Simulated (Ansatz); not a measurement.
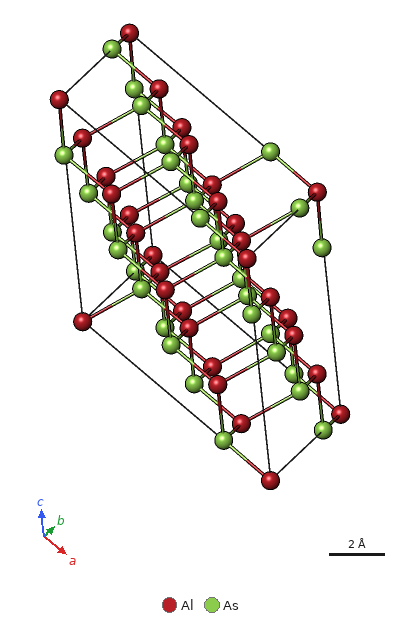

The starting structure (ball-and-stick view of the cell of the calculation, seen slightly off an axis).

## Run report: Al15As16, geometry relaxation (part 1 of 3)

- system: Al15As16 (defect cell, 31 atoms in the cell)
- method: DFT PBE, scalar-relativistic, plane waves, PAW, spin-polarised (Ansatz 0.2.0)

The structure derives from a Materials Project entry. It belongs to a series of runs on one base structure; here: Al vacancy (site a), charge +0, atoms relaxed at the host's cell, started again with a moment of 3 μB.

### The input
```yaml
crystal:
  lattice:
    - [-5.7279123196, 5.7279123196, -5.7279123196]
    - [-5.7279123196, -5.7279123196, 5.7279123196]
    - [5.7279123196, 5.7279123196, 5.7279123196]
  atoms:
    - { symbol: Al, position: [0.5012693547, -0.0021589928, 0.5] }
    - { symbol: Al, position: [0.5012693547, 0.75, 0.7478410072] }
    - { symbol: Al, position: [0.25, 0.25, 0.5] }
    - { symbol: Al, position: [0.2465716526, -0.0012693547, 0.7487306453] }
    - { symbol: Al, position: [0.25, 0.75, 0.0] }
    - { symbol: Al, position: [-0.0021589928, 0.5012693547, 0.5] }
    - { symbol: Al, position: [-0.0012693547, 0.2465716526, 0.7487306453] }
    - { symbol: Al, position: [-0.0012693547, -0.0012693547, -0.0034283474] }
    - { symbol: Al, position: [-0.0021589928, 0.75, 0.2512693547] }
    - { symbol: Al, position: [0.75, 0.5012693547, 0.7478410072] }
    - { symbol: Al, position: [0.75, 0.25, 0.0] }
    - { symbol: Al, position: [0.75, -0.0021589928, 0.2512693547] }
    - { symbol: Al, position: [0.5021589928, 0.5021589928, 0.0034283474] }
    - { symbol: Al, position: [0.5021589928, 0.2534283474, 0.2521589928] }
    - { symbol: Al, position: [0.2534283474, 0.5021589928, 0.2521589928] }
    - { symbol: As, position: [-0.0056961229, -0.0056961229, 0.7443038771], spin: 0.75 }
    - { symbol: As, position: [0.75, 0.2500047451, 0.7492394172] }
    - { symbol: As, position: [0.75, -0.0007605828, 4.7451e-06] }
    - { symbol: As, position: [0.5007605828, 0.5007605828, 0.7507653279] }
    - { symbol: As, position: [0.4992346721, 0.2499952549, -4.7451e-06] }
    - { symbol: As, position: [0.5007605828, 0.0007653279, 0.2507605828] }
    - { symbol: As, position: [0.2500047451, 0.75, 0.7492394172] }
    - { symbol: As, position: [0.2499952549, 0.4992346721, -4.7451e-06] }
    - { symbol: As, position: [0.2499952549, 0.2499952549, 0.2492346721] }
    - { symbol: As, position: [0.2500047451, -0.0007605828, 0.5] }
    - { symbol: As, position: [-0.0007605828, 0.75, 4.7451e-06] }
    - { symbol: As, position: [0.0007653279, 0.5007605828, 0.2507605828] }
    - { symbol: As, position: [-0.0007605828, 0.2500047451, 0.5] }
    - { symbol: As, position: [0.75, 0.75, 0.2556961229], spin: 0.75 }
    - { symbol: As, position: [0.75, 0.5056961229, 0.5], spin: 0.75 }
    - { symbol: As, position: [0.5056961229, 0.75, 0.5], spin: 0.75 }
  host:
    lattice:
      - [0.0, 2.8639561598, 2.8639561598]
      - [2.8639561598, 0.0, 2.8639561598]
      - [2.8639561598, 2.8639561598, 0.0]
    atoms:
      - { symbol: Al, position: [0.0, 0.0, 0.0] }
      - { symbol: As, position: [0.75, 0.75, 0.75] }
basis:
  ecutwfc: 420
  xc_grid: 2
kpoints:
  mp_grid: { grid: [2, 2, 2], shift: [0.5, 0.5, 0.5] }
hamiltonian:
  xc: pbe
scf:
  occupations: { method: gaussian, width: 0.01 }
output:
  forces: true
  stress: false
  eigenvalues: true
  populations: true
  charged_corrections:
    defect_position: [0.75, 0.75, 0.5]
    epsilon: [[11.5641, 0.0, 0.0], [0.0, 11.5641, 0.0], [0.0, 0.0, 11.5641]]
  write_density: true
  write_potential: true
  elf: true
  volumetric_format: npy
magnetization:
  spin_polarized: true
relax:
  adjacent_minimum: "off"
  f_tol: 0.025
  max_steps: 45
```

Run on 4 threads of Arm Neoverse V1, 24 GiB of memory available, shared host.

Command:
```bash
ansatz run input.yaml --threads 4 --pin off --max-ram 6144MiB --backend cpu --events-out ev --progress --plain --runs-dir out
```

### Log
```
Engine: ansatz 0.2.0, aarch64-unknown-linux-gnu
Pseudopotentials: kind: paw
Pseudopotential: Al, paw, valence charge 3, recommended cutoff 420 eV (normal), Al.paw.azcp
Pseudopotential: As, paw, valence charge 15, recommended cutoff 420 eV (normal), As.paw.azcp
Functional definition: PBE
  parameter kappa = 0.804
  parameter beta = 0.06672455060314922
  exchange = pbe_x(kappa = kappa, mu = beta*pi^2/3)
  correlation = pbe_c(beta = beta)
Crystal: 31 atoms, lattice volume = 751.708 Å³
Basis set: ecut = 420 eV, 14771 PW (Γ), exchange–correlation on 144×144×144 points (8 copies of the dense FFT grid, shifted against one another)
Bands: 175, of which v1, the nominal top of the filled ones, is band 143 counted from 1 (142 counted from 0)
Symmetry: 24 space group operations
Space group: I-43m (ITA 217), of the structure as read, at distance tolerance 9.1e-5 Å
Magnetic group: BNS 217.78 (UNI 1580), of the structure as read, at distance tolerance 9.1e-5 Å
k-points: 2 of 8 (time reversal used)
Non-local potential: Al, projectors of the file, l = 0: 2, l = 1: 2, l = 2: 1
Non-local potential: As, projectors of the file, l = 0: 2, l = 1: 2, l = 2: 3, l = 3: 1
PAW form: soft (Blöchl's): semilocal exchange-correlation on the pseudo side does not see the compensation charge
PAW one-centre angular grid: Al, 110 points (default); XC on 64 Gauss nodes
PAW one-centre angular grid: As, 590 points (default); XC on 64 Gauss nodes
Initial density: superposition of atomic densities (chi_scale 0.1, normalization cell)
Starting moments: Σ|m| = 3 μB on 4 of 31 sites
Initial wavefunctions: pseudopotential atomic-orbital guess
Functional: x = pbe(κ = 0.804, μ = 0.2195149727645171), c = pbe(β = 0.06672455060314922)
SCF iter   1: F=—  HF=-85774.428644 eV  |F-HF|=—  |Δ(HF+E_count)|=         —  Δρ=2.65e-2 (↑2.65e-2 ↓2.64e-2)  dr2=1.20e1  dr2_m=2.73e0  M=1.500 μB ∫|m|=1.533 μB  β_m=0.30  ethr=3.10e-3  ⟨swp⟩=6.0  Hψ=2680  notcnv=0  defer=2
preconditioner: auto → Resta (q_TF=auto, 2.321 Å⁻¹)  ε∞=4.2  [insulator: Δε(μ)=0.066 eV  Ē_g=8.408 eV  σ=0.010 eV  W_gap=1.00  n_scr=140 (ndim 8)  ℏωp=15.1 eV  f_vac=0.000  D(μ)=0.00/eV (n_scr^D=0)  ε∞_Penn≈4.2]
spin=Collinear: Resta preconditioning applied to the charge; magnetization (m = ρ↑ − ρ↓) channel mixes plain (no charge-response kernel on spin).
SCF iter   2: F=—  HF=-85773.270355 eV  |F-HF|=—  |Δ(HF+E_count)|=    1.16e0  Δρ=1.92e-2 (↑1.92e-2 ↓1.90e-2)  dr2=6.30e0  dr2_m=1.35e0  M=1.500 μB ∫|m|=1.539 μB  β_m=0.30  ethr=3.10e-3  ⟨swp⟩=1.0  Hψ=808  notcnv=0  defer=51
SCF iter   3: F=—  HF=-85772.024678 eV  |F-HF|=—  |Δ(HF+E_count)|=    1.25e0  Δρ=1.04e-2 (↑1.02e-2 ↓1.04e-2)  dr2=2.59e-1  dr2_m=6.68e-1  M=1.500 μB ∫|m|=1.545 μB  β_m=0.30  ethr=2.21e-3  ⟨swp⟩=2.5  Hψ=900  notcnv=0  defer=80
SCF iter   4: F=—  HF=-85772.078659 eV  |F-HF|=—  |Δ(HF+E_count)|=   5.40e-2  Δρ=7.15e-3 (↑6.96e-3 ↓7.15e-3)  dr2=4.89e-2  dr2_m=3.30e-1  M=1.500 μB ∫|m|=1.548 μB  β_m=0.30  ethr=9.08e-5  ⟨swp⟩=2.0  Hψ=1275  notcnv=0  defer=97
SCF iter   5: F=—  HF=-85772.128077 eV  |F-HF|=—  |Δ(HF+E_count)|=   4.94e-2  Δρ=4.96e-3 (↑4.86e-3 ↓4.96e-3)  dr2=1.09e-2  dr2_m=1.64e-1  M=1.500 μB ∫|m|=1.555 μB  β_m=0.30  ethr=1.72e-5  ⟨swp⟩=2.0  Hψ=854  notcnv=0  defer=97
SCF iter   6: F=—  HF=-85772.148546 eV  |F-HF|=—  |Δ(HF+E_count)|=   2.05e-2  Δρ=3.46e-3 (↑3.46e-3 ↓3.42e-3)  dr2=1.56e-3  dr2_m=8.12e-2  M=1.500 μB ∫|m|=1.560 μB  β_m=0.30  ethr=3.83e-6  ⟨swp⟩=2.0  Hψ=1224  notcnv=0  defer=97
Mixer restart at iter 6: flushing history
spin-set hold released at iteration 6 (site moments contracting): the magnetisation degrees of freedom join the quasi-Newton model from the next iteration; the mixer history was flushed
SCF iter   7: F=—  HF=-85772.155238 eV  |F-HF|=—  |Δ(HF+E_count)|=   6.69e-3  Δρ=2.44e-3 (↑2.44e-3 ↓2.41e-3)  dr2=1.00e-3  dr2_m=4.03e-2  M=1.500 μB ∫|m|=1.565 μB  β_m=0.65  ethr=5.47e-7  ⟨swp⟩=2.0  Hψ=1131  notcnv=0  defer=97
SCF iter   8: F=—  HF=-85772.163777 eV  |F-HF|=—  |Δ(HF+E_count)|=   8.54e-3  Δρ=7.37e-5 (↑7.17e-5 ↓7.37e-5)  dr2=1.27e-4  dr2_m=1.96e-5  M=1.500 μB ∫|m|=1.582 μB  β_m=0.60  ethr=3.53e-7  ⟨swp⟩=2.0  Hψ=1206  notcnv=0  defer=97
SCF iter   9: F=—  HF=-85772.163788 eV  |F-HF|=—  |Δ(HF+E_count)|=   1.02e-5  Δρ=4.81e-5 (↑4.54e-5 ↓4.81e-5)  dr2=4.64e-5  dr2_m=9.10e-6  M=1.500 μB ∫|m|=1.583 μB  β_m=0.80  ethr=4.45e-8  ⟨swp⟩=2.0  Hψ=1145  notcnv=0  defer=97
SCF iter  10: F=—  HF=-85772.163869 eV  |F-HF|=—  |Δ(HF+E_count)|=   8.16e-5  Δρ=1.98e-5 (↑1.94e-5 ↓1.98e-5)  dr2=1.21e-5  dr2_m=1.10e-6  M=1.500 μB ∫|m|=1.585 μB  β_m=0.90  ethr=5.48e-9  ⟨swp⟩=15.0  Hψ=5519  notcnv=0
SCF iter  11: F=-85772.163893 eV  HF=-85772.163893 eV  |F-HF|=2.00e-8  |Δ(HF+E_count)|=   2.40e-5  Δρ=3.56e-6 (↑3.46e-6 ↓3.56e-6)  dr2=7.94e-7  dr2_m=1.62e-9  M=1.500 μB ∫|m|=1.586 μB  ethr=4.24e-9  ⟨swp⟩=10.0  Hψ=5569  notcnv=0
SCF 1 converged in 11 iterations: F = -85772.163893 eV  dr2 = 7.94e-7
  greatest PAW one-centre occupation: 0.999 electrons in one spin orbital (limit 2), on the As atom at site 30 (counted from 0), in its partial waves of l = 2
relax step   1: F+E_penalty+E_count = -85772.16389324 eV  Δ(F+E_penalty+E_count) = +0.000e0 eV  max|allowed force component| = 2.158e-2 eV/Å  Δτ_max = 0.0000 Å  (11 SCF iters, dr2 threshold 1.56e-5 eV, accepted)
Initial density: handed on by an earlier stage of this run
Starting moments: Σ|m| = 3 μB on 4 of 31 sites; this step starts from the density that it was given
Initial wavefunctions: those handed on with the density
iter 1 solved again at ethr=2.79e-10 eV; its pass at ethr=3.10e-3 eV (dr2=7.95e-7 eV) is discarded
SCF iter   1: F=—  HF=-85772.163893 eV  |F-HF|=—  |Δ(HF+E_count)|=         —  Δρ=3.56e-6 (↑3.46e-6 ↓3.56e-6)  dr2=7.94e-7  dr2_m=1.62e-9  M=1.500 μB ∫|m|=1.586 μB  β_m=0.30  ethr=2.79e-10  ⟨swp⟩=1.0  Hψ=1648  notcnv=0
preconditioner: auto → Resta (q_TF=auto, 2.321 Å⁻¹)  ε∞=4.4  [insulator: Δε(μ)=0.089 eV  Ē_g=8.190 eV  σ=0.010 eV  W_gap=1.00  n_scr=140 (ndim 8)  ℏωp=15.1 eV  f_vac=0.007  D(μ)=0.00/eV (n_scr^D=0)  ε∞_Penn≈4.4]
spin=Collinear: Resta preconditioning applied to the charge; magnetization (m = ρ↑ − ρ↓) channel mixes plain (no charge-response kernel on spin).
SCF iter   2: F=—  HF=-85772.163893 eV  |F-HF|=—  |Δ(HF+E_count)|=   3.43e-8  Δρ=2.66e-6 (↑2.60e-6 ↓2.66e-6)  dr2=3.92e-7  dr2_m=8.67e-10  M=1.500 μB ∫|m|=1.586 μB  β_m=0.45  ethr=2.79e-10  ⟨swp⟩=2.0  Hψ=1165  notcnv=0
SCF iter   3: F=—  HF=-85772.163894 eV  |F-HF|=—  |Δ(HF+E_count)|=   3.51e-7  Δρ=1.60e-6 (↑1.57e-6 ↓1.60e-6)  dr2=1.43e-7  dr2_m=1.87e-10  M=1.500 μB ∫|m|=1.586 μB  β_m=0.73  ethr=1.37e-10  ⟨swp⟩=2.0  Hψ=1165  notcnv=0
SCF iter   4: F=-85772.163894 eV  HF=-85772.163894 eV  |F-HF|=2.76e-10  |Δ(HF+E_count)|=   2.54e-7  Δρ=9.80e-8 (↑8.89e-8 ↓9.80e-8)  dr2=3.58e-10  dr2_m=1.83e-11  M=1.500 μB ∫|m|=1.586 μB  ethr=3.51e-11  ⟨swp⟩=8.0  Hψ=3499  notcnv=0
SCF 2 converged in 4 iterations: F = -85772.163894 eV  dr2 = 3.58e-10
  greatest PAW one-centre occupation: 0.999 electrons in one spin orbital (limit 2), on the As atom at site 28 (counted from 0), in its partial waves of l = 2
relax step   2: F+E_penalty+E_count = -85772.16389386 eV  Δ(F+E_penalty+E_count) = -6.189e-7 eV  max|allowed force component| = 2.158e-2 eV/Å  Δτ_max = 0.0000 Å  (4 SCF iters, accepted)
```

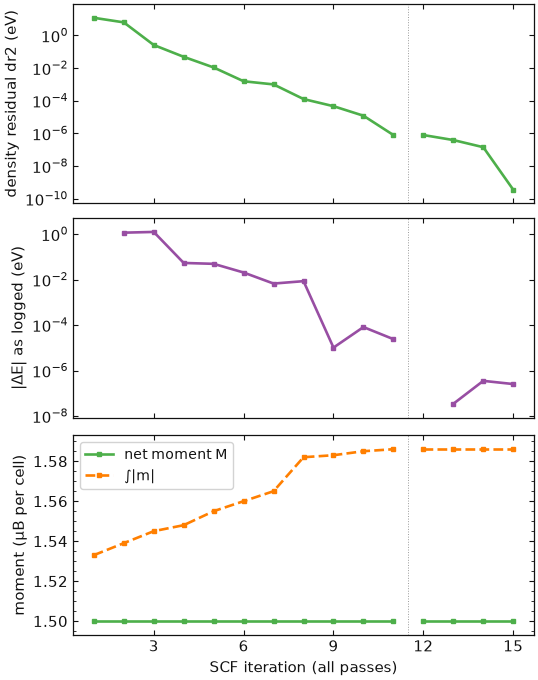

Convergence of the self-consistent field: density residual dr2, size of the energy change and magnetic moment against the SCF iteration. The dotted lines part the SCF passes of the relaxation: geometry steps, rejected trials and re-solves on a re-selected basis. The passes take 11 and 4 iterations. The net moment stays at 1.5 μB per cell.

```
SCF converged after 4 iterations
Magnetization: 1.5000 μB (143.2500 up, 141.7500 down)
Absolute magnetization: 1.5773 μB (∫|ρ↑−ρ↓|, with the PAW one-centre terms)
Spin contamination: 0.0097 ħ² per cell (⟨S²⟩ above its minimum at these occupations)
Per-site moments (μB) at R_I (Å): [(0.0034788709043573275, 1.0204529244114866), (0.0034788709043574325, 1.0204529244114857), (0.006081328140100738, 1.0262258534999487), (0.003478870904357326, 1.0204529244114862), (0.006081328140100814, 1.0262258534999487), (0.003478870904357184, 1.0204529244114866), (0.0034788709043573336, 1.0204529244114862), (0.0034788709043572525, 1.0204529244114855), (0.003478870904357411, 1.0204529244114862), (0.003478870904357193, 1.0204529244114857), (0.006081328140100711, 1.0262258534999487), (0.0034788709043573037, 1.0204529244114862), (0.0034788709043571853, 1.0204529244114857), (0.003478870904357325, 1.0204529244114855), (0.0034788709043571085, 1.0204529244114855), (0.12352943202157013, 1.0204529244114855), (0.013885505862032913, 1.0233641820472352), (0.01388550586203291, 1.023364182047235), (0.013885505862032658, 1.023364182047235), (0.013885505862032906, 1.023364182047235), (0.013885505862032823, 1.0233641820472352), (0.013885505862032882, 1.0233641820472352), (0.013885505862032806, 1.023364182047235), (0.013885505862032793, 1.0233641820472352), (0.013885505862032934, 1.0233641820472348), (0.013885505862032762, 1.023364182047235), (0.013885505862032731, 1.0233641820472352), (0.01388550586203299, 1.0233641820472348), (0.12352943202157024, 1.0204529244114857), (0.12352943202157003, 1.0204529244114855), (0.1235294320215702, 1.0204529244114855)]
Free energy (F): -85772.163894 eV
Harris-Foulkes:  -85772.163894 eV  (|F-HF|=2.76e-10)
Internal energy: -85772.163894 eV  (E = F + TS)
E sigma→0 (E₀):  -85772.163894 eV
Fermi energy:    5.673390 eV
--- Per-component energies (eV) ---
  E_band       = -4456.778093
  E_kinetic    = 1981.212657
  E_local      = -34323.809623  (includes V_loc(G=0)·N_el)
  E_nonlocal   = -10572.271705
  E_hartree    = 18249.505737
  E_xc         = -1853.861780
  E_vxc        = -1689.854224  (∫ρ·V_xc dr)
  E_paw        = -36378.486865  (= ΣΔE_a)
  E_vpaw       = 3648.932539  (= ΣTr[D̂ρ^β])
  E_aug_tail   = 0.000108  (compensation charges beyond the density's cutoff)
  E_ewald      = -22874.452424
  E_smearing   = -0.000000  (= −TS)
  E_closure    = -0.000000  (closes the sum)
  Σ components = -85772.163894   (vs F -85772.163894, Δ=0.00e0)
--- Forces (eV/Å), atoms counted from 1 ---
  atom   1  Al    -0.02158473     0.00542224    -0.00542224
  atom   2  Al    -0.00542224     0.02158473    -0.00542224
  atom   3  Al     0.00000000     0.00000000    -0.00000000
  atom   4  Al     0.00542224    -0.00542224    -0.02158473
  atom   5  Al     0.00000000    -0.00000000     0.00000000
  atom   6  Al    -0.02158473    -0.00542224     0.00542224
  atom   7  Al     0.00542224    -0.02158473    -0.00542224
  atom   8  Al     0.02158473    -0.00542224    -0.00542224
  atom   9  Al     0.00542224     0.02158473     0.00542224
  atom  10  Al    -0.00542224    -0.00542224     0.02158473
  atom  11  Al     0.00000000    -0.00000000    -0.00000000
  atom  12  Al     0.00542224     0.00542224     0.02158473
  atom  13  Al     0.02158473     0.00542224     0.00542224
  atom  14  Al    -0.00542224    -0.02158473     0.00542224
  atom  15  Al    -0.00542224     0.00542224    -0.02158473
  atom  16  As     0.00977168    -0.00977168    -0.00977168
  atom  17  As     0.00795115     0.00795115    -0.01413820
  atom  18  As    -0.00795115    -0.00795115    -0.01413820
  atom  19  As    -0.01413820    -0.00795115    -0.00795115
  atom  20  As    -0.00795115     0.00795115     0.01413820
  atom  21  As     0.00795115     0.01413820    -0.00795115
  atom  22  As     0.00795115    -0.01413820     0.00795115
  atom  23  As    -0.00795115     0.01413820     0.00795115
  atom  24  As    -0.01413820     0.00795115     0.00795115
  atom  25  As     0.01413820    -0.00795115     0.00795115
  atom  26  As    -0.00795115    -0.01413820    -0.00795115
  atom  27  As     0.00795115    -0.00795115     0.01413820
  atom  28  As     0.01413820     0.00795115    -0.00795115
  atom  29  As     0.00977168     0.00977168     0.00977168
  atom  30  As    -0.00977168    -0.00977168     0.00977168
  atom  31  As    -0.00977168     0.00977168    -0.00977168
  max |Σ_I F_I| component: 1.04e-17 eV/Å
--- Band table (eV) ---
  k-point 0 ↑: bands = ["-28.8554", "-28.8549", "-28.8549", "-28.8549", "-28.8345", "-28.8345", "-28.8344", "-28.8344", "-28.8344", "-28.8338", "-28.8338", "-28.8338", "-28.7679", "-28.7679", "-28.7679", "-28.7678", "-28.7678", "-28.7678", "-28.7678", "-28.7678", "-28.7568", "-28.7568", "-28.7568", "-28.7567", "-28.7564", "-28.7564", "-28.7562", "-28.7562", "-28.7562", "-28.7561", "-28.7561", "-28.7561", "-28.7511", "-28.7511", "-28.7511", "-28.7508", "-28.7505", "-28.7505", "-28.7505", "-28.7505",
      "-28.7505", "-28.7504", "-28.7504", "-28.7504", "-28.7445", "-28.7445", "-28.7445", "-28.7445", "-28.7445", "-28.7445", "-28.7444", "-28.7444", "-28.7443", "-28.7443", "-28.7443", "-28.7443", "-28.7347", "-28.7347", "-28.7347", "-28.7345", "-28.7345", "-28.7345", "-28.7341", "-28.7341", "-28.7338", "-28.7338", "-28.7338", "-28.7334", "-28.7292", "-28.7292", "-28.7292", "-28.7292", "-28.7289", "-28.7289", "-28.7289", "-28.7289", "-28.7289", "-28.7289", "-28.7289", "-28.7289",
      "-5.4297", "-5.4297", "-5.4297", "-5.2554", "-4.4522", "-4.4522", "-4.4522", "-4.4518", "-4.4518", "-4.4487", "-4.4487", "-4.4487", "-4.2854", "-4.2854", "-4.2854", "-4.1885", "0.7705", "0.7705", "0.7705", "0.7821", "0.7821", "0.7821", "0.7885", "0.7885", "0.8492", "0.8492", "0.8492", "1.8797", "2.4349", "2.4349", "2.4349", "2.7801", "3.0795", "3.0795", "3.0795", "3.0925", "3.0925", "3.0925", "3.1153", "3.1153",
      "3.3233", "3.3233", "3.3233", "4.1287", "4.1287", "4.1287", "4.1423", "4.1505", "4.1591", "4.1591", "4.1591", "4.1602", "4.1602", "4.6035", "4.6035", "4.6035", "5.2276", "5.2276", "5.2276", "5.2355", "5.2355", "5.7178", "5.7178", "5.7178", "8.1988", "8.1988", "8.1988", "8.2639", "8.2860", "8.2860", "8.2860", "8.2905", "8.2905", "8.2905", "8.3579", "8.3579", "8.6427", "8.6427", "8.6427", "9.1721",
      "10.5598", "10.5598", "10.5598", "10.5835", "10.5835", "10.7337", "10.7337", "10.7337", "10.7587", "10.7587", "10.7587", "10.8509", "10.8509", "10.8509", "10.9016"]
```
